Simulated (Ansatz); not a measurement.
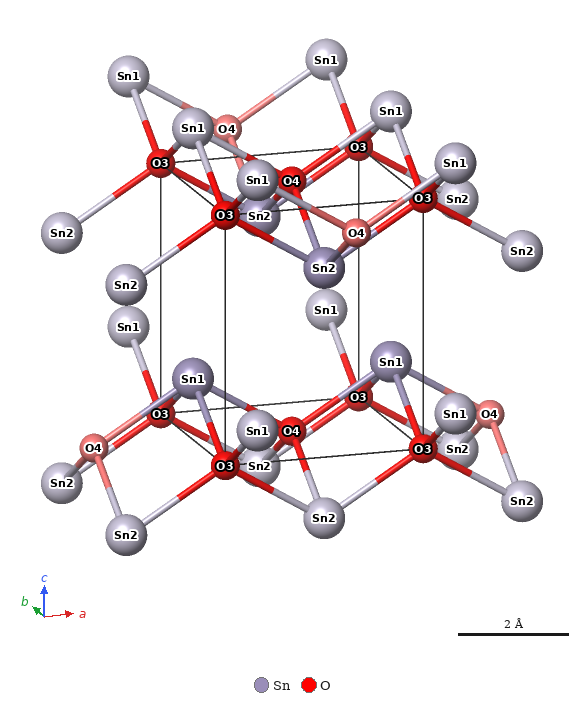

**Figure 1.** The starting structure (ball-and-stick view of the cell of the calculation, seen slightly off an axis; neighbours outside the cell are drawn fainter; atoms are numbered from 1 in the order of the input). Near neighbours in the crystal (not all of them lie inside the picture): Sn has 4 O at 2.22 Å; O has 4 Sn at 2.22 Å.

**Geometry relaxation of SnO (part 1 of 3)**

The run: geometry relaxation of SnO (P4/nmm, 4 atoms in the cell). Method and program: DFT PBEsol, scalar-relativistic, plane waves, PAW, no spin polarisation (Ansatz 0.2.0).

The structure derives from an entry of the Crystallography Open Database. It belongs to a series of runs on one base structure; here: relaxed at 7 GPa. Figures and captions count atoms from 1; the log counts them from 0 in places.

## Input file
```yaml
crystal:
  lattice:
    - [3.8008432198, 0.0, 0.0]
    - [0.0, 3.8008432198, 0.0]
    - [0.0, 0.0, 4.735243407]
  atoms:
    - { symbol: Sn, position: [0.0, 0.5, 0.2439012622] }
    - { symbol: Sn, position: [0.5, 0.0, 0.7560987378] }
    - { symbol: O, position: [0.0, 0.0, 0.0] }
    - { symbol: O, position: [0.5, 0.5, 0.0] }
basis:
  ecutwfc: 420
kpoints:
  mp_grid: { grid: [12, 12, 10] }
hamiltonian:
  xc: pbesol
scf:
  occupations: { method: fermi_dirac, width: 0.15 }
output:
  forces: true
  stress: true
  eigenvalues: true
  write_density: true
  write_potential: true
  elf: true
  volumetric_format: npy
relax:
  adjacent_minimum: "off"
  f_tol: 0.001
  max_steps: 60
  cell: { stress_tol: 0.02, p_target: 7.0 }
```

Run as:
```bash
ansatz run input.yaml --threads 1 --pin off --max-ram 3072MiB --backend cpu --events-out ev --progress --plain --runs-dir out
```

## The program's output
```
band count auto-derived: 25 (N_el = 40.0; filled up to band 20; 24 by the electrons, moments and atoms)
Engine: ansatz 0.2.0, x86_64-unknown-linux-gnu
Pseudopotentials: kind: paw
Pseudopotential: Sn, paw, valence charge 14, recommended cutoff 420 eV (normal), Sn.paw.azcp
Pseudopotential: O, paw, valence charge 6, recommended cutoff 420 eV (normal), O.paw.azcp
Functional definition: PBEsol
  exchange = pbesol_x
  correlation = pbesol_c
Crystal: 4 atoms, lattice volume = 68.407 Å³
Basis set: ecut = 420 eV, 1327 PW (Γ), exchange–correlation on 54×54×64 points (8 copies of the dense FFT grid, shifted against one another)
Bands: 25, of which v1, the nominal top of the filled ones, is band 20 counted from 1 (19 counted from 0)
Symmetry: 16 space group operations
Space group: P4/nmm (ITA 129), of the structure as read, at distance tolerance 4.1e-5 Å
k-points: 168 of 1440
Non-local potential: Sn, projectors of the file, l = 0: 2, l = 1: 2, l = 2: 2, l = 3: 2
Non-local potential: O, projectors of the file, l = 0: 2, l = 1: 2, l = 2: 1
PAW form: soft (Blöchl's): semilocal exchange-correlation on the pseudo side does not see the compensation charge
PAW frozen core: Sn, regenerated for the run's functional, and the local potential with it (the file was generated under x = pbe(κ = 0.804, μ = 0.2195149727645171), c = pbe(β = 0.06672455060314922))
PAW frozen core: O, regenerated for the run's functional, and the local potential with it (the file was generated under x = pbe(κ = 0.804, μ = 0.2195149727645171), c = pbe(β = 0.06672455060314922))
PAW one-centre angular grid: Sn, 590 points (default); XC on 64 Gauss nodes
PAW one-centre angular grid: O, 110 points (default); XC on 64 Gauss nodes
Initial density: superposition of atomic densities (neutral atoms: chi_scale 0, normalization atom), corrected by the library's trained network
Initial wavefunctions: pseudopotential atomic-orbital guess
Functional: x = pbesol(κ = 0.804, μ = 0.12345679012345678), c = pbesol(β = 0.046)
SCF iter   1: F=—  HF=-13021.456503 eV  |F-HF|=—  |Δ(HF+E_count)|=         —  Δρ=1.43e-2  dr2=1.19e-1  ethr=1.77e-3  ⟨swp⟩=5.8  Hψ=19048  notcnv=0
preconditioner: auto → Kerker (q_TF=auto, 2.495 Å⁻¹)  [metal: Δε(μ)=0.087 eV  Ē_g=18.588 eV  σ=0.150 eV  W_gap=0.14  n_scr=18 (ndim 8)  ℏωp=28.4 eV  f_vac=0.013  D(μ)=0.24/eV (n_scr^D=0)]
SCF iter   2: F=—  HF=-13021.428320 eV  |F-HF|=—  |Δ(HF+E_count)|=   2.82e-2  Δρ=2.47e-3  dr2=2.48e-3  ethr=2.97e-4  ⟨swp⟩=2.0  Hψ=7311  notcnv=0
SCF iter   3: F=—  HF=-13021.428063 eV  |F-HF|=—  |Δ(HF+E_count)|=   2.57e-4  Δρ=1.20e-3  dr2=7.96e-4  ethr=6.19e-6  ⟨swp⟩=2.8  Hψ=7696  notcnv=0
SCF iter   4: F=—  HF=-13021.428033 eV  |F-HF|=—  |Δ(HF+E_count)|=   2.92e-5  Δρ=3.00e-4  dr2=9.49e-5  ethr=1.99e-6  ⟨swp⟩=2.0  Hψ=7556  notcnv=0
SCF iter   5: F=—  HF=-13021.428001 eV  |F-HF|=—  |Δ(HF+E_count)|=   3.22e-5  Δρ=9.20e-5  dr2=8.90e-6  ethr=2.37e-7  ⟨swp⟩=2.5  Hψ=7592  notcnv=0
SCF iter   6: F=—  HF=-13021.428005 eV  |F-HF|=—  |Δ(HF+E_count)|=   4.21e-6  Δρ=2.64e-5  dr2=4.98e-7  ethr=2.22e-8  ⟨swp⟩=2.0  Hψ=5399  notcnv=0
SCF iter   7: F=-13021.428006 eV  HF=-13021.428006 eV  |F-HF|=2.24e-10  |Δ(HF+E_count)|=   3.21e-7  Δρ=5.86e-6  dr2=2.59e-8  ethr=2.50e-10  ⟨swp⟩=10.4  Hψ=31693  notcnv=0
SCF 1 converged in 7 iterations: F = -13021.428006 eV  dr2 = 2.59e-8
  greatest PAW one-centre occupation: 0.994 electrons in one spin orbital (limit 2), on the Sn atom at site 1 (counted from 0), in its partial waves of l = 2
relax step   1: F+E_penalty+E_count = -13021.42800572 eV  Δ(F+E_penalty+E_count) = +0.000e0 eV  max|allowed force component| = 5.876e-4 eV/Å  Δτ_max = 0.0000 Å  P = +0.000 GPa  Ω = 68.407 Å³  (7 SCF iters, dr2 threshold 1.00e-7 eV, accepted)
Crystal: 4 atoms, lattice volume = 61.497 Å³
Basis set: ecut = 420 eV, 1231 PW (Γ), exchange–correlation on 54×54×64 points (8 copies of the dense FFT grid, shifted against one another)
Initial density: handed on by an earlier stage of this run
Initial wavefunctions: those handed on with the density
iter 1 solved again at ethr=1.64e-4 eV; its pass at ethr=3.10e-3 eV (dr2=6.57e-2 eV) is discarded
SCF iter   1: F=—  HF=-13021.347254 eV  |F-HF|=—  |Δ(HF+E_count)|=         —  Δρ=1.02e-2  dr2=6.84e-2  ethr=1.64e-4  ⟨swp⟩=1.8  Hψ=23493  notcnv=0
preconditioner: auto → Kerker (q_TF=auto, 2.540 Å⁻¹)  [metal: Δε(μ)=0.008 eV  Ē_g=18.987 eV  σ=0.150 eV  W_gap=0.01  n_scr=18 (ndim 8)  ℏωp=29.9 eV  f_vac=0.000  D(μ)=0.37/eV (n_scr^D=0)]
SCF iter   2: F=—  HF=-13021.333903 eV  |F-HF|=—  |Δ(HF+E_count)|=   1.34e-2  Δρ=5.61e-3  dr2=2.64e-2  ethr=1.64e-4  ⟨swp⟩=1.0  Hψ=4202  notcnv=0
SCF iter   3: F=—  HF=-13021.326448 eV  |F-HF|=—  |Δ(HF+E_count)|=   7.46e-3  Δρ=1.22e-3  dr2=2.67e-3  ethr=6.60e-5  ⟨swp⟩=2.8  Hψ=7401  notcnv=0
SCF iter   4: F=—  HF=-13021.325864 eV  |F-HF|=—  |Δ(HF+E_count)|=   5.84e-4  Δρ=9.07e-4  dr2=4.32e-4  ethr=6.69e-6  ⟨swp⟩=2.5  Hψ=6359  notcnv=0
SCF iter   5: F=—  HF=-13021.325764 eV  |F-HF|=—  |Δ(HF+E_count)|=   1.00e-4  Δρ=4.17e-4  dr2=1.24e-4  ethr=1.08e-6  ⟨swp⟩=2.0  Hψ=5890  notcnv=0
SCF iter   6: F=—  HF=-13021.325712 eV  |F-HF|=—  |Δ(HF+E_count)|=   5.11e-5  Δρ=9.07e-5  dr2=6.41e-6  ethr=3.11e-7  ⟨swp⟩=2.1  Hψ=5380  notcnv=0
SCF iter   7: F=-13021.325713 eV  HF=-13021.325713 eV  |F-HF|=1.73e-8  |Δ(HF+E_count)|=   6.11e-7  Δρ=1.89e-5  dr2=3.03e-7  ethr=1.00e-9  ⟨swp⟩=9.9  Hψ=33805  notcnv=0
SCF 2 converged in 7 iterations: F = -13021.325713 eV  dr2 = 3.03e-7
relax step   2: F+E_penalty+E_count = -13021.32571308 eV  Δ(F+E_penalty+E_count) = +1.023e-1 eV  max|allowed force component| = 3.313e-1 eV/Å  Δτ_max = 0.0981 Å  P = +5.457 GPa  Ω = 61.497 Å³  energy of the carried Pulay correction = +2.308e-2 eV  (7 SCF iters, dr2 threshold 4.00e-7 eV, accepted)
Crystal: 4 atoms, lattice volume = 60.549 Å³
Basis set: ecut = 420 eV, 1199 PW (Γ), exchange–correlation on 54×54×64 points (8 copies of the dense FFT grid, shifted against one another)
iter 1 solved again at ethr=2.96e-6 eV; its pass at ethr=3.10e-3 eV (dr2=1.18e-3 eV) is discarded
SCF iter   1: F=—  HF=-13021.302395 eV  |F-HF|=—  |Δ(HF+E_count)|=         —  Δρ=1.31e-3  dr2=1.17e-3  ethr=2.96e-6  ⟨swp⟩=1.3  Hψ=25270  notcnv=0
preconditioner: auto → Kerker (q_TF=auto, 2.546 Å⁻¹)  [metal: Δε(μ)=0.045 eV  Ē_g=19.133 eV  σ=0.150 eV  W_gap=0.07  n_scr=18 (ndim 8)  ℏωp=30.2 eV  f_vac=0.000  D(μ)=0.38/eV (n_scr^D=0)]
SCF iter   2: F=—  HF=-13021.302290 eV  |F-HF|=—  |Δ(HF+E_count)|=   1.05e-4  Δρ=8.20e-4  dr2=6.27e-4  ethr=2.92e-6  ⟨swp⟩=1.0  Hψ=4200  notcnv=0
SCF iter   3: F=—  HF=-13021.302166 eV  |F-HF|=—  |Δ(HF+E_count)|=   1.24e-4  Δρ=2.36e-4  dr2=3.21e-5  ethr=1.57e-6  ⟨swp⟩=3.0  Hψ=7541  notcnv=0
SCF iter   4: F=—  HF=-13021.302150 eV  |F-HF|=—  |Δ(HF+E_count)|=   1.63e-5  Δρ=1.14e-4  dr2=9.60e-6  ethr=8.04e-8  ⟨swp⟩=2.0  Hψ=5829  notcnv=0
SCF iter   5: F=—  HF=-13021.302149 eV  |F-HF|=—  |Δ(HF+E_count)|=   1.34e-6  Δρ=3.24e-5  dr2=5.59e-7  ethr=2.40e-8  ⟨swp⟩=2.0  Hψ=5187  notcnv=0
SCF iter   6: F=-13021.302149 eV  HF=-13021.302149 eV  |F-HF|=2.27e-8  |Δ(HF+E_count)|=   8.56e-9  Δρ=1.05e-5  dr2=8.46e-8  ethr=1.00e-9  ⟨swp⟩=10.3  Hψ=30340  notcnv=0
SCF 3 converged in 6 iterations: F = -13021.302149 eV  dr2 = 8.46e-8
relax step   3: F+E_penalty+E_count = -13021.30214852 eV  Δ(F+E_penalty+E_count) = +2.356e-2 eV  max|allowed force component| = 1.496e-1 eV/Å  Δτ_max = 0.0066 Å  P = +6.911 GPa  Ω = 60.549 Å³  energy of the carried Pulay correction = +2.635e-2 eV  (6 SCF iters, dr2 threshold 4.00e-7 eV, accepted)
Crystal: 4 atoms, lattice volume = 60.643 Å³
Basis set: ecut = 420 eV, 1191 PW (Γ), exchange–correlation on 54×54×64 points (8 copies of the dense FFT grid, shifted against one another)
iter 1 solved again at ethr=1.08e-6 eV; its pass at ethr=3.10e-3 eV (dr2=4.34e-4 eV) is discarded
SCF iter   1: F=—  HF=-13021.309132 eV  |F-HF|=—  |Δ(HF+E_count)|=         —  Δρ=1.31e-3  dr2=4.36e-4  ethr=1.08e-6  ⟨swp⟩=2.0  Hψ=24546  notcnv=0
preconditioner: auto → Kerker (q_TF=auto, 2.545 Å⁻¹)  [metal: Δε(μ)=0.012 eV  Ē_g=19.146 eV  σ=0.150 eV  W_gap=0.02  n_scr=18 (ndim 8)  ℏωp=30.2 eV  f_vac=0.000  D(μ)=0.37/eV (n_scr^D=0)]
SCF iter   2: F=—  HF=-13021.309041 eV  |F-HF|=—  |Δ(HF+E_count)|=   9.08e-5  Δρ=6.92e-4  dr2=1.35e-4  ethr=1.08e-6  ⟨swp⟩=1.8  Hψ=5728  notcnv=0
SCF iter   3: F=—  HF=-13021.309012 eV  |F-HF|=—  |Δ(HF+E_count)|=   2.90e-5  Δρ=1.06e-4  dr2=6.50e-6  ethr=3.37e-7  ⟨swp⟩=2.2  Hψ=7559  notcnv=0
SCF iter   4: F=—  HF=-13021.309013 eV  |F-HF|=—  |Δ(HF+E_count)|=   1.22e-6  Δρ=3.27e-5  dr2=6.73e-7  ethr=1.62e-8  ⟨swp⟩=1.8  Hψ=6214  notcnv=0
SCF iter   5: F=-13021.309013 eV  HF=-13021.309013 eV  |F-HF|=1.80e-9  |Δ(HF+E_count)|=   7.53e-8  Δρ=6.54e-6  dr2=2.16e-8  ethr=1.00e-9  ⟨swp⟩=10.4  Hψ=31816  notcnv=0
SCF 4 converged in 5 iterations: F = -13021.309013 eV  dr2 = 2.16e-8
relax step   4: F+E_penalty+E_count = -13021.30901310 eV  Δ(F+E_penalty+E_count) = -6.865e-3 eV  max|allowed force component| = 6.075e-3 eV/Å  Δτ_max = 0.0064 Å  P = +7.033 GPa  Ω = 60.643 Å³  energy of the carried Pulay correction = +2.595e-2 eV  (5 SCF iters, dr2 threshold 4.00e-7 eV, accepted)
Crystal: 4 atoms, lattice volume = 60.628 Å³
iter 1 solved again at ethr=1.22e-8 eV; its pass at ethr=3.10e-3 eV (dr2=4.89e-6 eV) is discarded
SCF iter   1: F=—  HF=-13021.308443 eV  |F-HF|=—  |Δ(HF+E_count)|=         —  Δρ=1.03e-4  dr2=4.61e-6  ethr=1.22e-8  ⟨swp⟩=3.0  Hψ=23339  notcnv=0
preconditioner: auto → Kerker (q_TF=auto, 2.546 Å⁻¹)  [metal: Δε(μ)=0.011 eV  Ē_g=19.140 eV  σ=0.150 eV  W_gap=0.02  n_scr=18 (ndim 8)  ℏωp=30.2 eV  f_vac=0.000  D(μ)=0.37/eV (n_scr^D=0)]
SCF iter   2: F=—  HF=-13021.308436 eV  |F-HF|=—  |Δ(HF+E_count)|=   7.28e-6  Δρ=4.69e-5  dr2=1.19e-6  ethr=1.15e-8  ⟨swp⟩=2.1  Hψ=5222  notcnv=0
SCF iter   3: F=—  HF=-13021.308436 eV  |F-HF|=—  |Δ(HF+E_count)|=   1.32e-7  Δρ=2.32e-5  dr2=3.75e-7  ethr=2.97e-9  ⟨swp⟩=1.0  Hψ=4200  notcnv=0
SCF iter   4: F=—  HF=-13021.308436 eV  |F-HF|=—  |Δ(HF+E_count)|=   6.10e-8  Δρ=5.27e-6  dr2=1.87e-8  ethr=9.39e-10  ⟨swp⟩=2.0  Hψ=6064  notcnv=0
SCF iter   5: F=-13021.308436 eV  HF=-13021.308436 eV  |F-HF|=4.27e-10  |Δ(HF+E_count)|=   4.09e-9  Δρ=1.75e-6  dr2=2.17e-9  ethr=2.46e-11  ⟨swp⟩=7.9  Hψ=23603  notcnv=0
SCF 5 converged in 5 iterations: F = -13021.308436 eV  dr2 = 2.17e-9
relax step   5: F+E_penalty+E_count = -13021.30843586 eV  Δ(F+E_penalty+E_count) = +5.772e-4 eV  max|allowed force component| = 2.856e-3 eV/Å  Δτ_max = 0.0009 Å  P = +6.996 GPa  Ω = 60.628 Å³  energy of the carried Pulay correction = +2.599e-2 eV  (5 SCF iters, dr2 threshold 9.83e-9 eV, accepted)
Crystal: 4 atoms, lattice volume = 60.635 Å³
iter 1 solved again at ethr=6.32e-10 eV; its pass at ethr=3.10e-3 eV (dr2=2.53e-7 eV) is discarded
SCF iter   1: F=—  HF=-13021.308715 eV  |F-HF|=—  |Δ(HF+E_count)|=         —  Δρ=2.33e-5  dr2=2.40e-7  ethr=6.32e-10  ⟨swp⟩=3.0  Hψ=22937  notcnv=0
preconditioner: auto → Kerker (q_TF=auto, 2.546 Å⁻¹)  [metal: Δε(μ)=0.012 eV  Ē_g=19.141 eV  σ=0.150 eV  W_gap=0.02  n_scr=18 (ndim 8)  ℏωp=30.2 eV  f_vac=0.000  D(μ)=0.37/eV (n_scr^D=0)]
SCF iter   2: F=—  HF=-13021.308709 eV  |F-HF|=—  |Δ(HF+E_count)|=   6.64e-6  Δρ=1.08e-5  dr2=5.28e-8  ethr=6.00e-10  ⟨swp⟩=2.7  Hψ=7682  notcnv=0
SCF iter   3: F=—  HF=-13021.308709 eV  |F-HF|=—  |Δ(HF+E_count)|=   1.26e-8  Δρ=4.21e-6  dr2=1.05e-8  ethr=1.32e-10  ⟨swp⟩=2.5  Hψ=7721  notcnv=0
SCF iter   4: F=—  HF=-13021.308709 eV  |F-HF|=—  |Δ(HF+E_count)|=   2.70e-9  Δρ=1.14e-6  dr2=1.03e-9  ethr=2.63e-11  ⟨swp⟩=2.9  Hψ=7593  notcnv=0
SCF iter   5: F=-13021.308709 eV  HF=-13021.308709 eV  |F-HF|=7.28e-12  |Δ(HF+E_count)|=  2.91e-10  Δρ=3.99e-7  dr2=9.78e-11  ethr=1.27e-12  ⟨swp⟩=7.0  Hψ=20671  notcnv=0
SCF 6 converged in 5 iterations: F = -13021.308709 eV  dr2 = 9.78e-11
relax step   6: F+E_penalty+E_count = -13021.30870853 eV  Δ(F+E_penalty+E_count) = -2.727e-4 eV  max|allowed force component| = 4.457e-5 eV/Å  Δτ_max = 0.0003 Å  P = +6.999 GPa  Ω = 60.635 Å³  energy of the carried Pulay correction = +2.597e-2 eV  (5 SCF iters, dr2 threshold 5.10e-10 eV, accepted)
Basis set: ecut = 420 eV, 1191 PW (Γ), exchange–correlation on 50×50×60 points (8 copies of the dense FFT grid, shifted against one another)
Initial wavefunctions: pseudopotential atomic-orbital guess (no wavefunctions were taken with the density)
iter 1 solved again at ethr=1.85e-7 eV; its pass at ethr=3.10e-3 eV (dr2=7.41e-5 eV) is discarded
```
